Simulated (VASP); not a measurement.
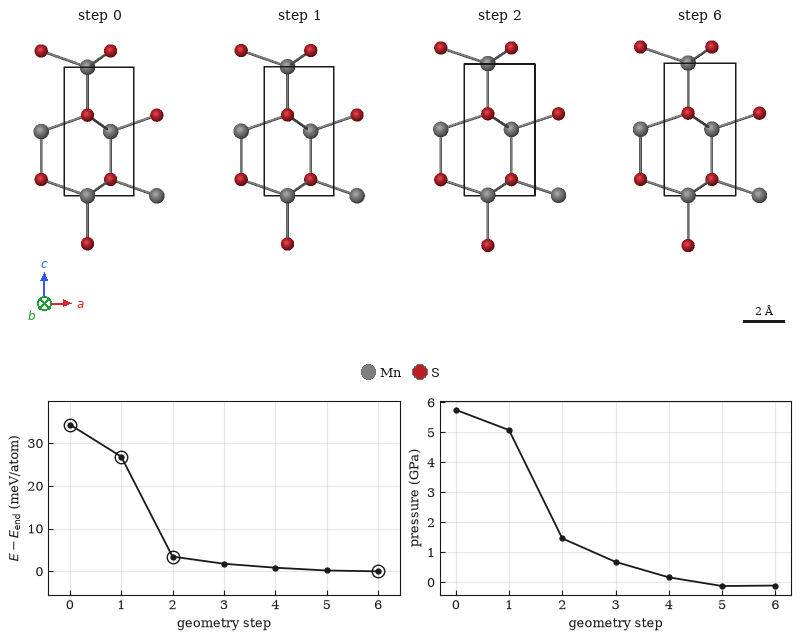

Frames of a relaxation of a crystal of MnS (set up in P6_3mc), marked on the history of the run. Style: ball-and-stick. Shown: the cell of the calculation, along the b axis.

The run lets cell and atoms move.

All numbers below come from VASP 6.6.1, Kohn-Sham DFT of a periodic cell, PBE with D3(BJ), DFT+U, VASP PAW PBE potentials, recommended.

The input:
```python
from ase import Atoms
from ase.calculators.vasp import Vasp
from ase.filters import FrechetCellFilter
from ase.optimize import BFGS

atoms = Atoms(
    ['Mn', 'Mn', 'S', 'S'],
    cell=[[3.9535769233, 0.0, 0.0], [-1.9767884617, 3.4238980514, 0.0], [0.0, 0.0, 6.34252886]],
    scaled_positions=[[0.6666666667, 0.3333333333, 0.49884467], [0.3333333333, 0.6666666667, 0.99884467], [0.3333333333, 0.6666666667, 0.6261543], [0.6666666667, 0.3333333333, 0.1261543]],
    pbc=True,
)
atoms.set_initial_magnetic_moments([4.0, -2.0, 0.0, 0.0])
calc = Vasp(
    directory='calc',
    xc='pbe',
    pp='PBE',
    setups='recommended',
    prec='Accurate',
    encut=600,
    ediff=1e-06,
    ismear=0,
    sigma=0.1,
    lreal=False,
    lasph=True,
    nelm=150,
    algo='Normal',
    isif=2,
    lwave=False,
    lcharg=False,
    ispin=2,
    lorbit=11,
    lmaxmix=4,
    ldautype=2,
    ldauprint=1,
    ivdw=12,
    maxmix=10,
    ldau_luj={'Mn': {'L': 2, 'U': 7, 'J': 0}},
    kpts=[8, 8, 4],
    gamma=True,
)
atoms.calc = calc
opt = BFGS(FrechetCellFilter(atoms), trajectory='relax.traj')
converged = opt.run(fmax=0.02, steps=40)
print('converged:', converged)

print('energy (eV):', atoms.get_potential_energy())
print('free energy (eV):', atoms.get_potential_energy(force_consistent=True))
print('forces (eV/A):')
print(atoms.get_forces())
print('stress (eV/A^3, Voigt):', atoms.get_stress())
print('Fermi level (eV):', calc.get_fermi_level())
print('moment (muB):', atoms.get_magnetic_moment())
print('site moments (muB):', atoms.get_magnetic_moments())
print('cell (A, degrees):', atoms.cell.cellpar())
print('volume (A^3):', atoms.get_volume())
print('scaled positions:')
print(atoms.get_scaled_positions())
```

Run as
```bash
python run.py
```

Q: Describe the path.

A: The run was cut off at its time limit before the relaxation converged, so the last structure is only a point on the way. After 6 geometry steps the energy has fallen by 34.4 meV per atom. Largest force component: 0.32 eV/Å at the start, 0.001 eV/Å at the end. The pressure goes from 5.75 to −0.11 GPa. The largest moves relative to the cell, 0.020 Å, are those of Mn and S atoms. Largest moves by element: S 0.020 Å, Mn 0.020 Å. The volume changes by +8.8 %, with a = b 3.954 → 4.064 Å (+2.8 %), c 6.343 → 6.531 Å (+3.0 %). Near-neighbour distances that change, for instance: Mn–S 2.364 → 2.475 Å, Mn–S 2.421 → 2.476 Å. The space group stays P6_3mc (No. 186). It ran on 1 thread of AMD EPYC 7R13 Processor (Zen 3) (shared host). From step 0 to 1: volume +0.8 %, energy −7.5 meV per atom. From step 1 to 2: Mn and S atoms move most (0.02 Å), volume +5.2 %, energy −23.4 meV per atom. From step 2 to 6: volume +2.5 %, energy −3.5 meV per atom.

| step | E − E(0), meV/atom | largest force component, eV/Å | pressure, GPa | volume, Å³/atom |
| --- | --- | --- | --- | --- |
| 0 | 0.00 | 0.3160 | 5.75 | 21.464 |
| 1 | -7.49 | 0.2219 | 5.08 | 21.642 |
| 2 | -30.93 | 0.1295 | 1.46 | 22.775 |
| 3 | -32.60 | 0.1470 | 0.68 | 23.063 |
| 4 | -33.53 | 0.1189 | 0.16 | 23.257 |
| 5 | -34.18 | 0.0552 | -0.13 | 23.365 |
| 6 | -34.38 | 0.0010 | -0.11 | 23.355 |
